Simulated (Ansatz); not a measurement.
System: Cr.

The calculation's input:

```
crystal:
  lattice:
    - [0.0, 2.5665262073, 2.5665262073]
    - [2.5665262073, 0.0, 2.5665262073]
    - [2.5665262073, 2.5665262073, 0.0]
  atoms:
    - { symbol: Cr, position: [0.125, 0.125, 0.125] }
    - { symbol: Cr, position: [0.875, 0.875, 0.875] }
hamiltonian:
  xc: lda
  pseudopotentials:
    kind: paw
    azcp:
      Cr: "pseudopotentials/Cr.paw.azcp"
basis:
  ecutwfc: 420
  fft_grid_basis: typed
kpoints:
  mp_grid: { grid: [18, 18, 18], shift: [0, 0, 0] }
magnetization:
  spin_polarized: false
scf:
  occupations: { method: fermi_dirac, width: 0.1 }
output:
  stress: true
  write_density: true
  write_potential: true
  elf: true
  volumetric_format: npy
```

Below, planes, directions and counts refer to the conventional cell (a = 5.13 Å, b = 5.13 Å, c = 5.13 Å, α = 90.00°, β = 90.00°, γ = 90.00°).

Space group Fd-3m; set up as Cr, diamond; a generated structure, not necessarily the stable one; changed on purpose from its base cell (volume × 1.12); computed pressure about −11 GPa in this cell; computed without spin polarisation.

These are results of DFT, LDA (PW92), plane waves (420 eV) with PAW, scalar-relativistic in Ansatz 0.2.0, not measurements.

Question: What can the converged valence pseudo-density and electron localisation function tell about the bonding?

Answer: Cr–Cr (2.22 Å): ρ at the midpoint is about 0.62 e/Å³; the ELF is about 0.30 at the midpoint.

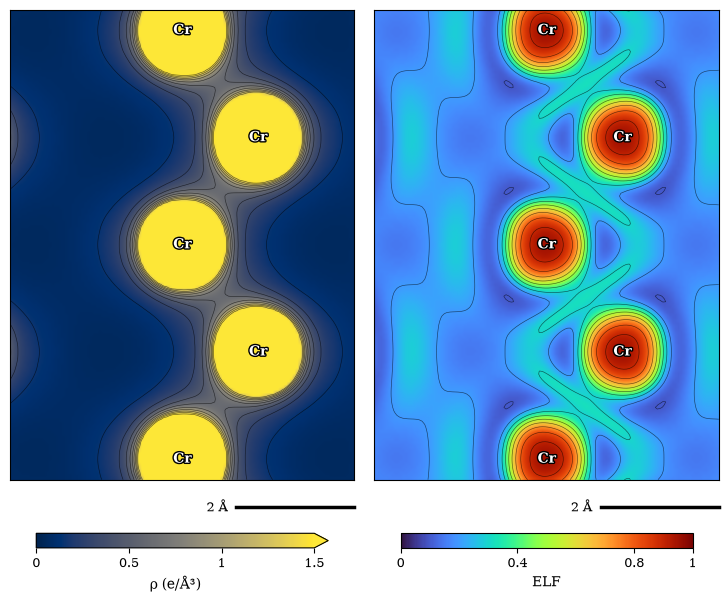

Computed valence pseudo-density and electron localisation function on the (101) plane of the conventional cell, in this order. 

In a PAW calculation such maps are meaningful between the atoms, not at the nuclei.
